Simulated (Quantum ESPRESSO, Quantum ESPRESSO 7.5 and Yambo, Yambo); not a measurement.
# MgO (Fm-3m): a self-consistent loop beyond G0W0, cycle by cycle

How far does self-consistency move the gap of MgO (Fm-3m)?

Program: Quantum ESPRESSO 7.5 and Yambo 5.3.0. Level of theory: PBE and many-body steps on it, plane waves. Results are calculated unless marked as measured.

**What was measured.**

- Gap 7.83 eV: literature experimental gap; bulk crystal (quoted in “Electronic structure of alkaline earth and post-transition metal oxides”, 2009, arxiv:0908.1581).

Most raw output is cut from this account.

### 1. Starting point

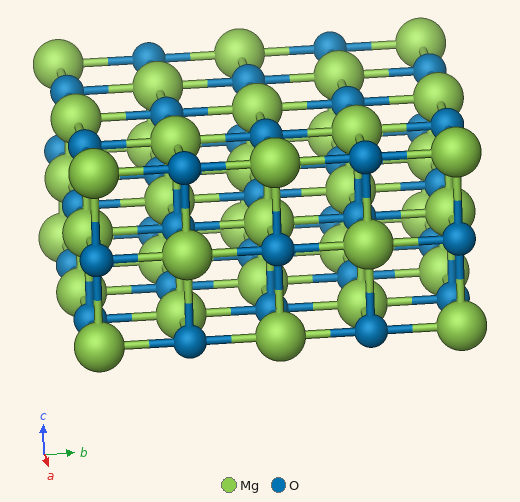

The starting structure, seen slightly off an axis (magnesium green, oxygen blue). 2×2×1 cells are drawn. This picture shows the conventional cell, with its axes. Some periodic images of atoms are drawn too.

The cell and positions are those that the Materials Project relaxed with its own functionals (PBE, PBE+U or r2SCAN), kept fixed.

### 2. Empty states on the mesh, 4×4×4 mesh, 84 bands

This step: Quantum ESPRESSO 7.5; DFT, PBE, plane waves, norm-conserving pseudopotentials.

The sums over transitions need many empty states on a uniform mesh; this step solves for them.

pw.in

```
&control
  calculation = 'nscf'
  prefix = 'x'
  outdir = 'o'
  pseudo_dir = 'pseudo'
/
&system
  ibrav = 0
  nat = 2
  ntyp = 2
  ecutwfc = 76.0
  nbnd = 84
  force_symmorphic = .true.
/
&electrons
  conv_thr = 1e-9
  electron_maxstep = 80
  diago_full_acc = .true.
  diago_thr_init = 5e-6
/
ATOMIC_SPECIES
  Mg 24.305 Mg.upf
  O 15.999 O.upf
CELL_PARAMETERS angstrom
  -0.0000000000 2.0970013927 2.0970013927
  2.0970013927 -0.0000000000 2.0970013927
  2.0970013927 2.0970013927 -0.0000000000
ATOMIC_POSITIONS crystal
  Mg 0.0000000000 0.0000000000 0.0000000000
  O 0.5000000000 0.5000000000 0.5000000000
K_POINTS automatic
  4 4 4 0 0 0
```

Launch:

```sh
> OMP_NUM_THREADS=1 mpirun -n 4 pw.x -nk 4 -in pw.in > pw.out
```

It took 1.9 s on 4 MPI ranks of Arm Neoverse V1, shared host; peak memory 0.05 GiB.

This step gave:

```yaml
gap: 4.895 eV
k_of_the_valence_top: 0, 0, 0
k_of_the_conduction_bottom: 0, 0, 0
least_direct_gap: 4.895 eV
k_points_computed: 8
lowest_point_of_the_top_converged_band_above_the_valence_top: 135.4117 eV
```

On this mesh the gap is 4.895 eV.

The density comes from a self-consistent run that is not shown.

### 3. Conversion and set-up

This step: Yambo 5.3.0; conversion and set-up on PBE, plane waves, norm-conserving pseudopotentials.

The states are converted to the many-body program's format and the q mesh is built.

Launch:

```sh
> (cd o/x.save; p2y > p2y.log; mv SAVE ../..); yambo > setup.log
```

Wall time 1.6 s (1 MPI rank); peak memory 0.24 GiB.

### 4. G0W0

Now the one-shot GW correction: screening in the RPA, then the self-energy of the levels asked for.

This step: G0W0 on PBE, plane waves, norm-conserving pseudopotentials.

gw1.in

```
HF_and_locXC
gw0
dyson
ppa
em1d
rim_cut
RandQpts= 1000000
RandGvec= 1 RL
EXXRLvcs= 76 Ry
VXCRLvcs= 304 Ry
Chimod= "HARTREE"
% BndsRnXp
 1 | 84 |
%
NGsBlkXp= 15.5 Ry
% LongDrXp
 1 | 1 | 1 |
%
% GbndRnge
 1 | 84 |
%
DysSolver= "n"
ExtendOut
PPAPntXp= 27.21138 eV
% QPkrange
 1 | 8 | 6 | 12 |
%
```

Launch:

```sh
> OMP_NUM_THREADS=1 mpirun -n 4 yambo -F gw1.in -J gw1 -C gw1 > gw1.log
```

It took 98 s on 4 MPI ranks; peak memory 1.2 GiB.

Numbers from this step:

```
G0W0 gap on the mesh                         : 7.162 eV
starting gap on the mesh                     : 4.895 eV
k of the valence top                         : 0, 0, 0
k of the conduction bottom                   : 0, 0, 0
least direct G0W0 gap on the computed points : 7.162 eV
Z at the valence top                         : 0.8023
Z at the conduction bottom                   : 0.8506
```

The gap on the mesh goes from 4.89 eV to 7.16 eV, a correction of +2.27 eV.

### 5. evGW0, cycle 1

This step: evGW0 on PBE, plane waves, norm-conserving pseudopotentials.

gw2.in, as its differences from gw1.in of step 4:

```diff
@@ -27 +27,2 @@
 %
+GfnQPdb= "E < ./gw1/ndb.QP"
```

Launch:

```sh
> OMP_NUM_THREADS=1 mpirun -n 4 yambo -F gw2.in -J gw2,gw1_W -C gw2 > gw2.log
```

It took 86 s on 4 MPI ranks; peak memory 1.2 GiB; 5.7 min of CPU time.

Numbers from this step:

```
quasiparticle gap on the mesh                         : 7.414 eV
gap of the density functional on the mesh             : 4.895 eV
k of the valence top                                  : 0, 0, 0
k of the conduction bottom                            : 0, 0, 0
least direct quasiparticle gap on the computed points : 7.414 eV
Z at the valence top                                  : 0.8073
Z at the conduction bottom                            : 0.8671
```

Against G0W0 in Yambo (4×4×4 mesh, 84 bands, screening to 210.9 eV, Godby-Needs plasmon pole), the gap moves by +0.253 eV.

The program's own table gives 7.716 eV, which is too large where the input levels are shifted: this version takes Σc at the unshifted level E₀, yet steps from the shifted one. The value above is the Newton step from E₀, E₀ + Z(Σc + Σx − Vxc), rebuilt from the printed columns.

### 6. evGW0, cycle 2

The corrected levels of the last cycle go back in.

gw3.in, as its differences from gw2.in of step 5:

```diff
@@ -27,2 +27,2 @@
 %
-GfnQPdb= "E < ./gw1/ndb.QP"
+GfnQPdb= "E < ./gw2_fix/ndb.QP"
```

Launch:

```sh
> OMP_NUM_THREADS=1 mpirun -n 4 yambo -F gw3.in -J gw3,gw1_W -C gw3 > gw3.log
```

It took 87 s on 4 MPI ranks; peak memory 1.2 GiB; 5.8 min of CPU time.

Numbers from this step:

* quasiparticle gap on the mesh: 7.442 eV
* gap of the density functional on the mesh: 4.895 eV
* k of the valence top: 0, 0, 0
* k of the conduction bottom: 0, 0, 0
* least direct quasiparticle gap on the computed points: 7.442 eV

Against the cycle before, the gap moves by +0.027 eV.

The program's own table gives 7.772 eV, which is too large where the input levels are shifted: this version takes Σc at the unshifted level E₀, yet steps from the shifted one. The value above is the Newton step from E₀, E₀ + Z(Σc + Σx − Vxc), rebuilt from the printed columns.

### 7. evGW0, cycle 3

gw4.in, as its differences from gw3.in of step 6:

```diff
@@ -27,2 +27,2 @@
 %
-GfnQPdb= "E < ./gw2_fix/ndb.QP"
+GfnQPdb= "E < ./gw3_fix/ndb.QP"
```

Launch:

```sh
> OMP_NUM_THREADS=1 mpirun -n 4 yambo -F gw4.in -J gw4,gw1_W -C gw4 > gw4.log
```

The job ended after 87 s (4 MPI ranks; peak memory 1.2 GiB; 5.8 min of CPU time).

Numbers from this step:

* quasiparticle gap on the mesh: 7.445 eV
* gap of the density functional on the mesh: 4.895 eV
* k of the valence top: 0, 0, 0
* k of the conduction bottom: 0, 0, 0
* least direct quasiparticle gap on the computed points: 7.445 eV

Against the cycle before, the gap moves by +0.003 eV.

The program's own table gives 7.778 eV, which is too large where the input levels are shifted: this version takes Σc at the unshifted level E₀, yet steps from the shifted one. The value above is the Newton step from E₀, E₀ + Z(Σc + Σx − Vxc), rebuilt from the printed columns.

### 8. evGW, cycle 1

This step: evGW on PBE, plane waves, norm-conserving pseudopotentials.

gw5.in, as its differences from gw4.in of step 7:

```diff
@@ -27,2 +27,3 @@
 %
-GfnQPdb= "E < ./gw3_fix/ndb.QP"
+GfnQPdb= "E < ./gw1/ndb.QP"
+XfnQPdb= "E < ./gw1/ndb.QP"
```

Launch:

```sh
> OMP_NUM_THREADS=1 mpirun -n 4 yambo -F gw5.in -J gw5 -C gw5 > gw5.log
```

Run time: 99 s. Hardware: 4 MPI ranks; peak memory 1.2 GiB.

This step gave:

- quasiparticle gap on the mesh: 7.900 eV
- gap of the density functional on the mesh: 4.895 eV
- k of the valence top: 0, 0, 0
- k of the conduction bottom: 0, 0, 0
- least direct quasiparticle gap on the computed points: 7.900 eV

Against G0W0 in Yambo (4×4×4 mesh, 84 bands, screening to 210.9 eV, Godby-Needs plasmon pole), the gap moves by +0.738 eV.

The program's own table gives 8.165 eV, which is too large where the input levels are shifted: this version takes Σc at the unshifted level E₀, yet steps from the shifted one. The value above is the Newton step from E₀, E₀ + Z(Σc + Σx − Vxc), rebuilt from the printed columns.

### 9. evGW, cycle 2

gw6.in, as its differences from gw5.in of step 8:

```diff
@@ -27,3 +27,3 @@
 %
-GfnQPdb= "E < ./gw1/ndb.QP"
-XfnQPdb= "E < ./gw1/ndb.QP"
+GfnQPdb= "E < ./gw5_fix/ndb.QP"
+XfnQPdb= "E < ./gw5_fix/ndb.QP"
```

Launch:

```sh
> OMP_NUM_THREADS=1 mpirun -n 4 yambo -F gw6.in -J gw6 -C gw6 > gw6.log
```

It took 99 s on 4 MPI ranks; peak memory 1.2 GiB; 6.5 min of CPU time.

Numbers from this step:

| Quantity | Value |
| --- | --- |
| quasiparticle gap on the mesh | 8.106 eV |
| gap of the density functional on the mesh | 4.895 eV |
| k of the valence top | 0, 0, 0 |
| k of the conduction bottom | 0, 0, 0 |
| least direct quasiparticle gap on the computed points | 8.106 eV |

Against the cycle before, the gap moves by +0.206 eV.

The program's own table gives 8.433 eV, which is too large where the input levels are shifted: this version takes Σc at the unshifted level E₀, yet steps from the shifted one. The value above is the Newton step from E₀, E₀ + Z(Σc + Σx − Vxc), rebuilt from the printed columns.

### 10. evGW, cycle 3

gw7.in, as its differences from gw6.in of step 9:

```diff
@@ -27,3 +27,3 @@
 %
-GfnQPdb= "E < ./gw5_fix/ndb.QP"
-XfnQPdb= "E < ./gw5_fix/ndb.QP"
+GfnQPdb= "E < ./gw6_fix/ndb.QP"
+XfnQPdb= "E < ./gw6_fix/ndb.QP"
```

Launch:

```sh
> OMP_NUM_THREADS=1 mpirun -n 4 yambo -F gw7.in -J gw7 -C gw7 > gw7.log
```

It took 99 s on 4 MPI ranks; peak memory 1.2 GiB; 6.5 min of CPU time.

Numbers from this step:

```yaml
quasiparticle_gap_on_the_mesh: 8.159 eV
gap_of_the_density_functional_on_the_mesh: 4.895 eV
k_of_the_valence_top: 0, 0, 0
k_of_the_conduction_bottom: 0, 0, 0
least_direct_quasiparticle_gap_on_the_computed_points: 8.159 eV
```

Against the cycle before, the gap moves by +0.053 eV.

The program's own table gives 8.502 eV, which is too large where the input levels are shifted: this version takes Σc at the unshifted level E₀, yet steps from the shifted one. The value above is the Newton step from E₀, E₀ + Z(Σc + Σx − Vxc), rebuilt from the printed columns.

### 11. evGW, cycle 4

gw8.in, as its differences from gw7.in of step 10:

```diff
@@ -27,3 +27,3 @@
 %
-GfnQPdb= "E < ./gw6_fix/ndb.QP"
-XfnQPdb= "E < ./gw6_fix/ndb.QP"
+GfnQPdb= "E < ./gw7_fix/ndb.QP"
+XfnQPdb= "E < ./gw7_fix/ndb.QP"
```

Launch:

```sh
> OMP_NUM_THREADS=1 mpirun -n 4 yambo -F gw8.in -J gw8 -C gw8 > gw8.log
```

Elapsed: 99 s, on 4 MPI ranks; peak memory 1.2 GiB; 6.5 min of CPU time.

This step gave:

| Quantity | Value |
| --- | --- |
| quasiparticle gap on the mesh | 8.173 eV |
| gap of the density functional on the mesh | 4.895 eV |
| k of the valence top | 0, 0, 0 |
| k of the conduction bottom | 0, 0, 0 |
| least direct quasiparticle gap on the computed points | 8.173 eV |

Against the cycle before, the gap moves by +0.014 eV.

The program's own table gives 8.520 eV, which is too large where the input levels are shifted: this version takes Σc at the unshifted level E₀, yet steps from the shifted one. The value above is the Newton step from E₀, E₀ + Z(Σc + Σx − Vxc), rebuilt from the printed columns.

### 12. evGW, cycle 5

gw9.in, as its differences from gw8.in of step 11:

```diff
@@ -27,3 +27,3 @@
 %
-GfnQPdb= "E < ./gw7_fix/ndb.QP"
-XfnQPdb= "E < ./gw7_fix/ndb.QP"
+GfnQPdb= "E < ./gw8_fix/ndb.QP"
+XfnQPdb= "E < ./gw8_fix/ndb.QP"
```

Launch:

```sh
> OMP_NUM_THREADS=1 mpirun -n 4 yambo -F gw9.in -J gw9 -C gw9 > gw9.log
```

It took 99 s on 4 MPI ranks; peak memory 1.2 GiB.

This step gave:

```yaml
quasiparticle_gap_on_the_mesh: 8.176 eV
gap_of_the_density_functional_on_the_mesh: 4.895 eV
k_of_the_valence_top: 0, 0, 0
k_of_the_conduction_bottom: 0, 0, 0
least_direct_quasiparticle_gap_on_the_computed_points: 8.176 eV
```

Against the cycle before, the gap moves by +0.003 eV.

The program's own table gives 8.524 eV, which is too large where the input levels are shifted: this version takes Σc at the unshifted level E₀, yet steps from the shifted one. The value above is the Newton step from E₀, E₀ + Z(Σc + Σx − Vxc), rebuilt from the printed columns.

### 13. The runs together

Times are wall times on 4 MPI ranks of Arm Neoverse V1, shared host, good to a factor of about two.

| run | mesh | bands | screening cutoff (eV) | DFT gap (eV) | gap on the mesh (eV) | direct (eV) | time |
| --- | --- | --- | --- | --- | --- | --- | --- |
| G0W0 | 4×4×4 | 84 | 210.9 | 4.895 | 7.162 | 7.162 | 98 s |
| evGW0, cycle 1 | 4×4×4 | 84 | 210.9 | 4.895 | 7.414 | 7.414 | 86 s |
| evGW0, cycle 2 | 4×4×4 | 84 | 210.9 | 4.895 | 7.442 | 7.442 | 87 s |
| evGW0, cycle 3 | 4×4×4 | 84 | 210.9 | 4.895 | 7.445 | 7.445 | 87 s |
| evGW, cycle 1 | 4×4×4 | 84 | 210.9 | 4.895 | 7.900 | 7.900 | 99 s |
| evGW, cycle 2 | 4×4×4 | 84 | 210.9 | 4.895 | 8.106 | 8.106 | 99 s |
| evGW, cycle 3 | 4×4×4 | 84 | 210.9 | 4.895 | 8.159 | 8.159 | 99 s |
| evGW, cycle 4 | 4×4×4 | 84 | 210.9 | 4.895 | 8.173 | 8.173 | 99 s |
| evGW, cycle 5 | 4×4×4 | 84 | 210.9 | 4.895 | 8.176 | 8.176 | 99 s |

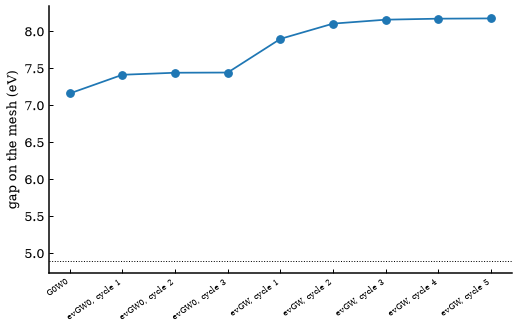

The gap through the cycles; the dotted line is the starting gap.

### 14. Results

```yaml
g0w0: 7.162 eV
evgw0_cycle_1: 7.414 eV
evgw0_cycle_2: 7.442 eV
evgw0_cycle_3: 7.445 eV
evgw_cycle_1: 7.900 eV
evgw_cycle_2: 8.106 eV
evgw_cycle_3: 8.159 eV
evgw_cycle_4: 8.173 eV
evgw_cycle_5: 8.176 eV
known_limits: not at the basis limit; coarse k mesh
```

In words: evGW0 ends at 7.44 eV, +0.28 eV from G0W0, after 3 cycles that took 4.3 min beside the first screening; the last moved the gap by 0.003 eV. evGW ends at 8.18 eV, +1.01 eV from G0W0, after 5 cycles that took 8.2 min beside the first screening; the last moved the gap by 0.003 eV. Against experiment, by evGW, cycle 5: the gap of 8.18 eV lies +0.35 eV from the measured 7.83 eV (kind not stated, quoted 2009). These are gaps on the mesh, at modest bands and cutoff. The calculation has static nuclei and no excitons; a measured gap holds zero-point and thermal motion, which mostly lowers it. Bands and cutoff are finite, so the gap is not at the basis limit. The miss can reach some tenths of an eV and take either sign; the mesh is an error of its own. The 4×4×4 mesh is coarse for this cell, which bears on the long-range parts of exchange and screening.

[Paths, hosts, dates, memory and timing lines, banners, echoed tables and standing remarks are left out of the program output.]

[Logs are printed without paths, hosts, clocks, repeated set-up lines and the standing remarks that a program may print on its own settings, such as how far it seeks lower states.]

[Runs of the session that timed out or met a known fault of the program may be left out.]

[Hosts, paths, dates, database ids (printed as entryN), source tags and the programs' standing remarks are cut or masked in the printed files.]
